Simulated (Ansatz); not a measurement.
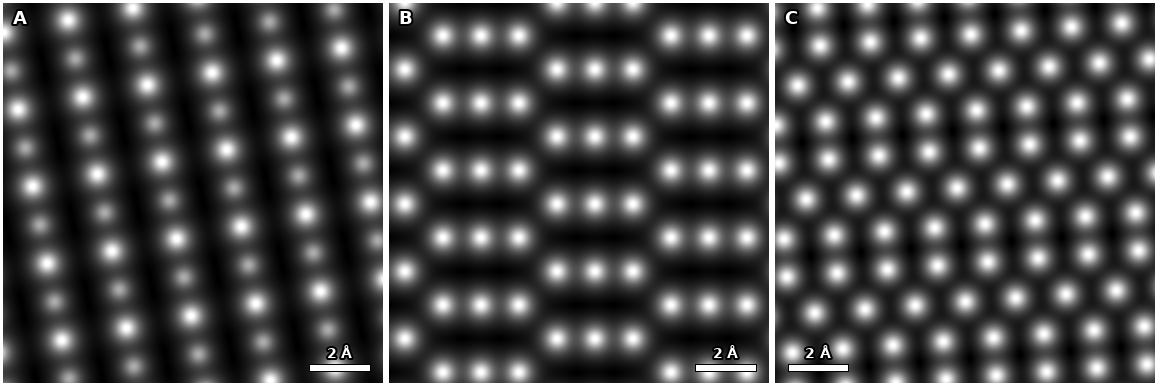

Three views of Pd (P6/mmm, No. 191) along different zone axes. Computed as the sum of neutral-atom potentials (tabulated electron scattering factors, B = 0.8 Å²) projected along the beam and smoothed by 0.25 Å; brighter is more positive. The display is stretched by a gamma of 0.6; percentages refer to the linear signal. Model: the geometry relaxed with DFT, PBE, plane waves (420 eV) with PAW, scalar-relativistic (Ansatz 0.2.0); the starting structure was generated, so it need not be a known form of this composition.

```
Pd
1.0
     4.50431    0.00000    0.00000
    -2.25215    3.90084    0.00000
     0.00000    0.00000    2.68016
Pd
3
Cartesian
  0.0000 0.0000 0.0000
  0.0000 2.6006 1.3401
  2.2522 1.3003 1.3401
```

**Match the panels to the zone axes [101], [102] and [210].**

A is [210]: projected cell 2.25 × 2.68 Å, 90°, plane group p2mm. B is [101]: projected cell 2.30 × 4.07 Å, 106°, plane group c2mm. C is [102]: projected cell 1.72 × 3.90 Å, 90°, plane group p2mm.
